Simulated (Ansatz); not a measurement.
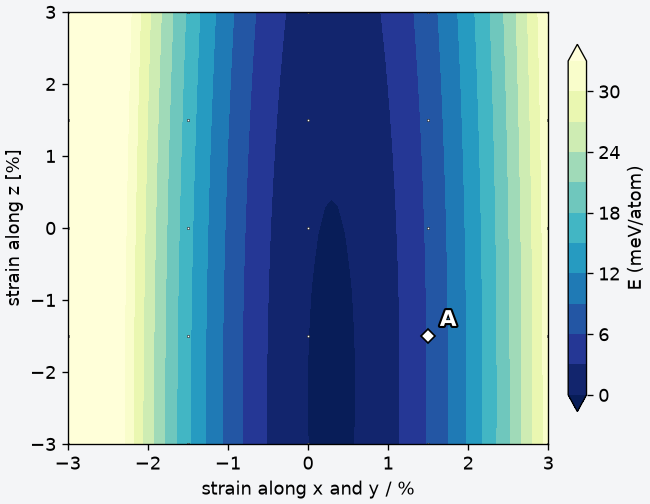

B (P6/mmm, No. 191; 1 atom in the cell). 
- The cell is strained homogeneously, by one strain along x and y and another along z, with fractional coordinates fixed (x along [1 0 0], z along [0 0 1] of the conventional cell).
- First axis: strain along x and y. Second axis: strain along z.
- The scan uses a 5 × 5 grid.
- Points are written as (first, second).
- Energies are in meV/atom, from the lowest grid point.
- The reference cell is the one listed in the database, not relaxed at this level.
- All numbers below come from DFT PBEsol, scalar-relativistic, plane waves, PAW in Ansatz. Settings: cutoff 420 eV, k-mesh 33×33×14 in the order of the run's cell vectors, gaussian smearing 0.15 eV, no spin polarisation.

In the figure: filled contours, dots at the grid points, one colour for all values above the top of the scale, the point A. Between grid points the surface is interpolated.

> Which way does the force act at A, and how strong is it?

A, at (1.5 %, −1.5 %), is not a stationary point. The computed force is 11 meV/atom for each 1 % towards smaller values of strain along x and y and nearly zero along strain along z.
